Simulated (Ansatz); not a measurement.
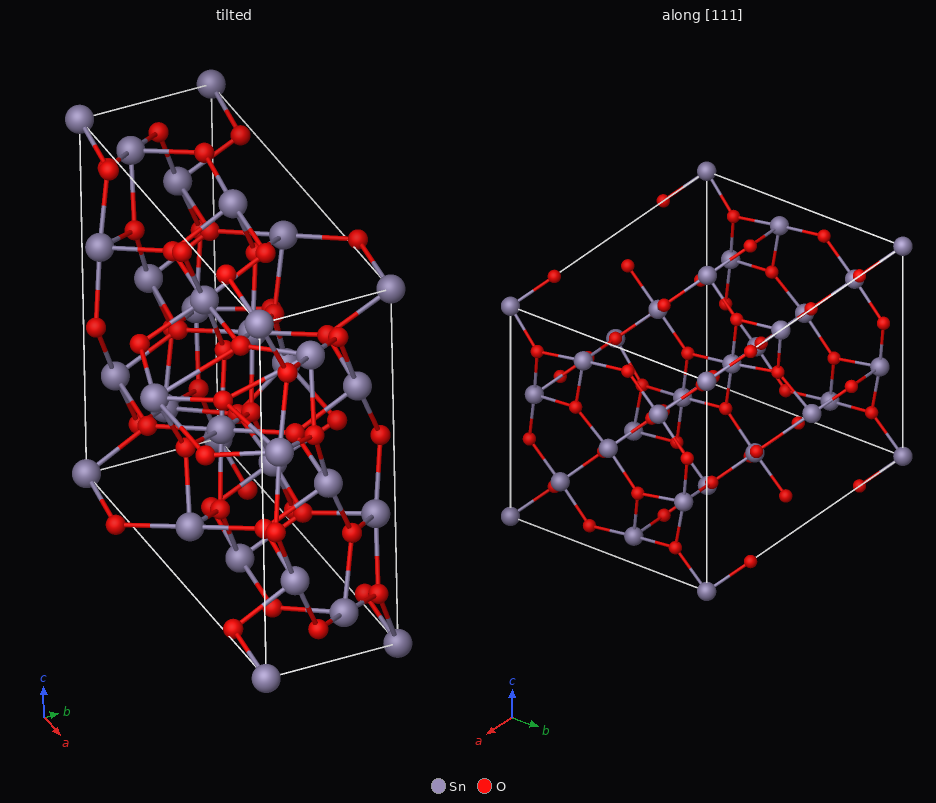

A ball-and-stick rendering, viewed slightly off an axis and along [111]. One simulation cell is framed, with atoms on its boundary repeated.

What can be read from this drawing?

- Chemical formula Sn₁₆O₃₃.
- The cell holds 49 atoms (16 Sn, 33 O), Z = 1.

The structure was taken from a structure listed in the Materials Project, repeated into a supercell with a point defect put in. The atoms were relaxed in a fixed cell with DFT PBE, scalar-relativistic, plane waves, PAW (Ansatz).
